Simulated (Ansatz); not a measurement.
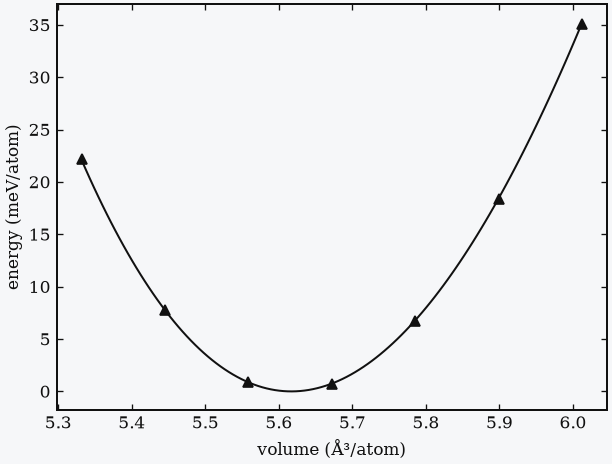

The plot gives the computed energy against volume for C, space group P6_3/mmc (No. 194).

Structure:
```xyz
8
Lattice="2.5221 0.0000 0.0000 -1.2611 2.1842 0.0000 0.0000 0.0000 8.2371" Properties=species:S:1:pos:R:3 pbc="T T T"
C     1.2611    0.7281    6.9501
C     0.0000    1.4561    2.8315
C     1.2611    0.7281    5.4056
C     0.0000    1.4561    1.2870
C     0.0000    0.0000    7.4649
C     0.0000    0.0000    3.3463
C     0.0000    0.0000    4.8908
C     0.0000    0.0000    0.7722
```

Computed with Ansatz 0.2.0: all-electron LAPW DFT, no spin polarisation; energies at scaled volumes of the given cell, shape and fractions fixed, counted from the fit's minimum, third-order Birch-Murnaghan fit. Level: PBEsol.

- k mesh: 12×12×4
- occupations: Fermi–Dirac
- smearing width: 0.05 eV
- potentials: all electron LAPW, scalar relativistic
- program settings: basis error eV/atom 0.001

From this curve and the settings, what does the calculation give for the pressure at the same points?

The pressure falls from 25.90 GPa at volume 5.3317 Å³/atom to −27.03 GPa at 6.0124 Å³/atom, and changes sign near 5.62 Å³/atom.

| volume (Å³/atom) | pressure (GPa) |
| --- | --- |
| 5.3317 | 25.90 |
| 5.4452 | 14.87 |
| 5.5586 | 4.84 |
| 5.6720 | −4.29 |
| 5.7855 | −12.59 |
| 5.8989 | −20.15 |
| 6.0124 | −27.03 |

Caveats: shape and atomic fractions are frozen while scaling, which makes layered, chain and framework solids too stiff.
